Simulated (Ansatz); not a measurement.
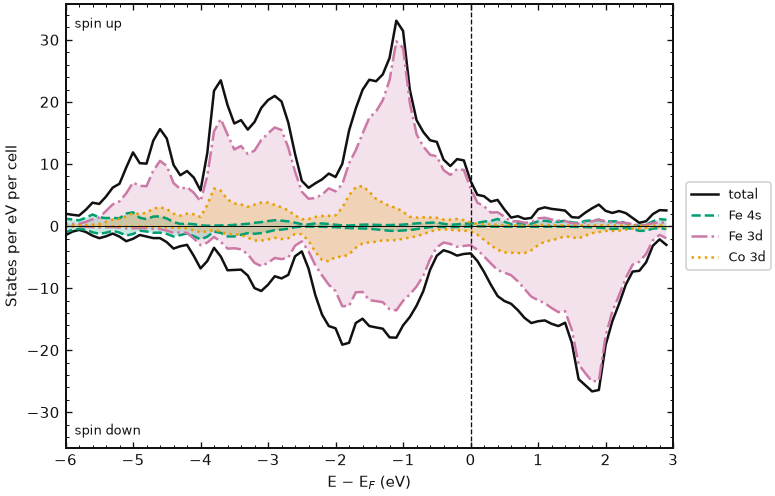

Density of states. Energies are counted from the Fermi level. The partial curves are projected on Löwdin-orthogonalised atomic shells. Spin-down states are drawn negative.

Input of the run:

```
crystal:
  lattice:
    - [5.590745, 0.001106, 0.000706]
    - [0.001106, 5.586623, -0.000496]
    - [0.000705, -0.000495, 5.583795]
  atoms:
    - { symbol: Fe, position: [0.4992286907, 0.0008454993, 0.4992293184], spin: 2.48 }
    - { symbol: Fe, position: [0.7491327208, 0.2506251651, 0.7504742942], spin: 2.63 }
    - { symbol: Co, position: [0.2491950468, 0.7504967183, 0.2503722141], spin: 1.96 }
    - { symbol: Fe, position: [0.249113325, 0.7507033583, 0.7504344671], spin: 2.55 }
    - { symbol: Fe, position: [0.248916315, 0.2506548317, 0.7492480817], spin: 2.57 }
    - { symbol: Fe, position: [0.9999479518, 0.9996670957, 0.49809517], spin: 2.52 }
    - { symbol: Fe, position: [0.7490892729, 0.2506117663, 0.2494404865], spin: 2.56 }
    - { symbol: Fe, position: [0.7490975945, 0.7506855241, 0.7494536362], spin: 2.57 }
    - { symbol: Fe, position: [0.7491156506, 0.7508209336, 0.2480898531], spin: 2.55 }
    - { symbol: Fe, position: [0.9986864197, 0.5005291654, 0.499194114], spin: 2.48 }
    - { symbol: Fe, position: [0.4978671807, 0.9997027209, 0.0001250653], spin: 2.46 }
    - { symbol: Fe, position: [0.2491303016, 0.2506424498, 0.2484024737], spin: 2.55 }
    - { symbol: Fe, position: [9.56439e-05, 0.5016482692, 0.0001008197], spin: 2.46 }
    - { symbol: Co, position: [0.9983911133, 0.0013423289, 0.9985318318], spin: 1.94 }
    - { symbol: Fe, position: [0.4982255255, 0.5016006415, 0.4980543066], spin: 2.52 }
    - { symbol: Co, position: [0.4996414028, 0.4999540628, 0.9984413019], spin: 1.94 }
basis:
  ecutwfc: 420
kpoints:
  mp_grid: { grid: [6, 6, 6] }
hamiltonian:
  xc: pbesol
scf:
  occupations: { method: gaussian, width: 0.1 }
  lower_state_search: "off"
  n_extra_bands: 27
output:
  forces: true
  stress: true
  eigenvalues: true
  populations: true
  dos:
    method: { smearing: { sigma: 0.1, scheme: gaussian } }
    projected: true
    de: 0.02
magnetization:
  spin_polarized: true
```

Run as:
```bash
ansatz run input.yaml --threads 4 --pin off --max-ram 9216MiB --backend cpu --events-out ev --progress --plain --runs-dir out
```

Question: What is the density of states at the Fermi level?

Answer: It is a metal. The density of states at the Fermi level is about 13 per eV and cell (mean within 0.25 eV), or 0.81 per atom.

Question: How spin-polarised are the states at the Fermi level?

Answer: At the Fermi level spin up gives about 7.7 and spin down about 5.3 states per eV, a polarisation (up − down)/(up + down) of about 0.2.
